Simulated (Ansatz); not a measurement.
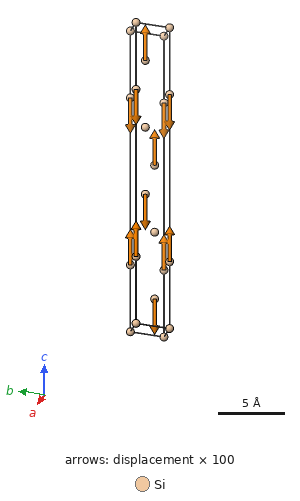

A relaxation of a crystal of Si (built on the samarium (9R)_166 type) (coarse preliminary run). The starting structure is drawn; orange arrows show the displacements (the part carried along by the change of the cell is left out), 100 times their true length.

A ball-and-stick model of the conventional cell (3 times the calculation's cell), seen from a free direction. Lengths and directions refer to the drawn axes.

Case: samarium (9R) type (R-3m, No. 166).

These are results of Ansatz 0.2.0, DFT PBE, scalar-relativistic, plane waves, PAW, not measurements.

Input file:
```yaml
crystal:
  lattice:
    - [1.6132183877, 0.9313920704, 7.7965832421]
    - [-1.6132183877, 0.9313920704, 7.7965832421]
    - [0.0, -1.8627841408, 7.7965832421]
  atoms:
    - { symbol: Si, position: [0.0, 0.0, 0.0] }
    - { symbol: Si, position: [0.22222, 0.22222, 0.22222] }
    - { symbol: Si, position: [0.77778, 0.77778, 0.77778] }
basis:
  ecutwfc: 420
kpoints:
  mp_grid: { grid: [6, 6, 6] }
hamiltonian:
  xc: pbe
scf:
  occupations: { method: gaussian, width: 0.1 }
  lower_state_search: "off"
output:
  forces: true
  stress: true
  eigenvalues: true
relax:
  adjacent_minimum: "off"
  f_tol: 0.04
  max_steps: 70
  cell: { stress_tol: 0.4 }
```

> Describe the change and its energy.

The largest moves relative to the cell, 0.028 Å, are those of Si2 and Si3. Si3 goes along −c. The drawn cell changes as follows: a = b 3.226 → 2.837 Å (−12.1 %), c 23.390 → 18.929 Å (−19.1 %); the volume changes by −37.4 %. Some distances before and after: Si1–Si2 3.198 → 2.644 Å, Si2–Si3 3.197 → 2.710 Å, Si1–Si1 3.226 → 2.837 Å. New bonds form: Si1–Si2 (3.20 → 2.64 Å), Si1–Si3 (3.20 → 2.64 Å). The space group stays R-3m (No. 166). The energy falls by 1.967 eV per cell of the calculation in 6 accepted moves (7 points after the start). Largest force component: 0.04 eV/Å at the start, 0.00028 eV/Å at the end. The pressure goes from −14.64 to −0.02 GPa. The SCF was repeated once at an unchanged geometry on a basis and grid sized afresh for the cell, which shifted the energy by 0.6 meV per cell of the calculation at most.
